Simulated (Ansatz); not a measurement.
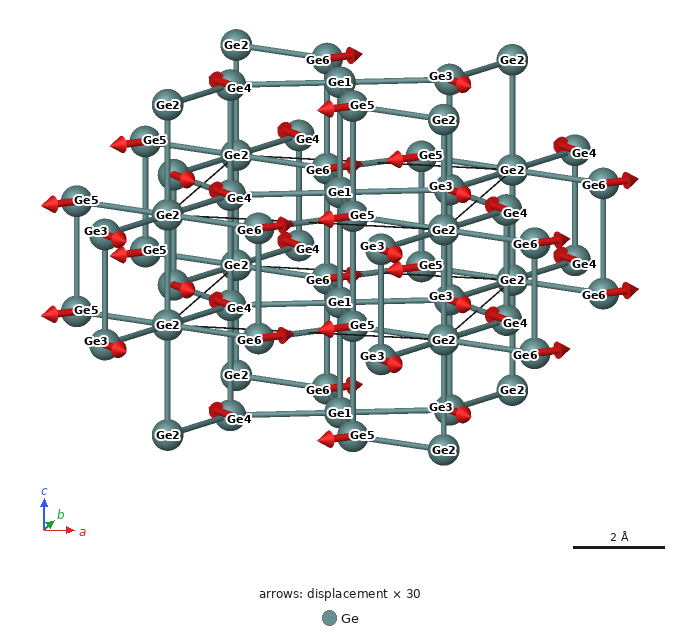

A relaxation of a crystal of Ge (a generated structure, set up in P4/mbm) (coarse preliminary run). The starting structure is drawn; red arrows show the displacements (the part carried along by the change of the cell is left out), magnified 30 times.

A ball-and-stick model of the cell of the calculation, seen slightly off an axis.

These are results of DFT PBE, scalar-relativistic, plane waves, PAW in Ansatz 0.2.0, not measurements.

Input file:
```yaml
crystal:
  lattice:
    - [6.32152423, 0.0, 0.0]
    - [0.0, 6.32152423, 0.0]
    - [0.0, 0.0, 2.50539978]
  atoms:
    - { symbol: Ge, position: [0.5, 0.5, 0.0] }
    - { symbol: Ge, position: [0.0, 0.0, 0.0] }
    - { symbol: Ge, position: [0.86317998, 0.63682002, 0.0] }
    - { symbol: Ge, position: [0.13682002, 0.36317998, 0.0] }
    - { symbol: Ge, position: [0.63682002, 0.13682002, 0.0] }
    - { symbol: Ge, position: [0.36317998, 0.86317998, 0.0] }
basis:
  ecutwfc: 420
kpoints:
  mp_grid: { grid: [4, 4, 6] }
hamiltonian:
  xc: pbe
scf:
  occupations: { method: gaussian, width: 0.1 }
  lower_state_search: "off"
output:
  forces: true
  stress: true
  eigenvalues: true
relax:
  adjacent_minimum: "off"
  f_tol: 0.04
  max_steps: 70
  cell: { stress_tol: 0.4 }
```

Launched with:
```bash
ansatz run input.yaml --threads 1 --pin off --max-ram 2048MiB --backend cpu --events-out ev --progress --plain --runs-dir out
```

Describe the change and its energy.

Answer. The energy falls by 272 meV per atom in 5 accepted moves (7 points after the start). Largest force component: 0.045 eV/Å at the start, 0.0014 eV/Å at the end. Pressure: 24.50 GPa at the start and 0.07 GPa at the end. The SCF was repeated twice at an unchanged geometry on a basis and grid sized afresh for the cell, which shifted the energy by 4.1 meV per atom at most. The largest moves relative to the cell, 0.031 Å, are those of Ge3, Ge4, Ge5 and Ge6. Ge3 goes along [1 −1 0]. The volume changes by +25.6 %, with a = b 6.322 → 6.742 Å (+6.7 %), c 2.505 → 2.767 Å (+10.5 %). Some distances before and after: Ge1–Ge1 2.505 → 2.767 Å, Ge1–Ge3 2.453 → 2.630 Å, Ge3–Ge4 2.446 → 2.547 Å. The space group stays P4/mbm (No. 127). Cost: 79 s on 1 thread of Arm Neoverse V1, on a shared host, peak memory 0.42 GiB.

Limits of the set-up: the k-point mesh is coarse for a cell with partly filled bands.
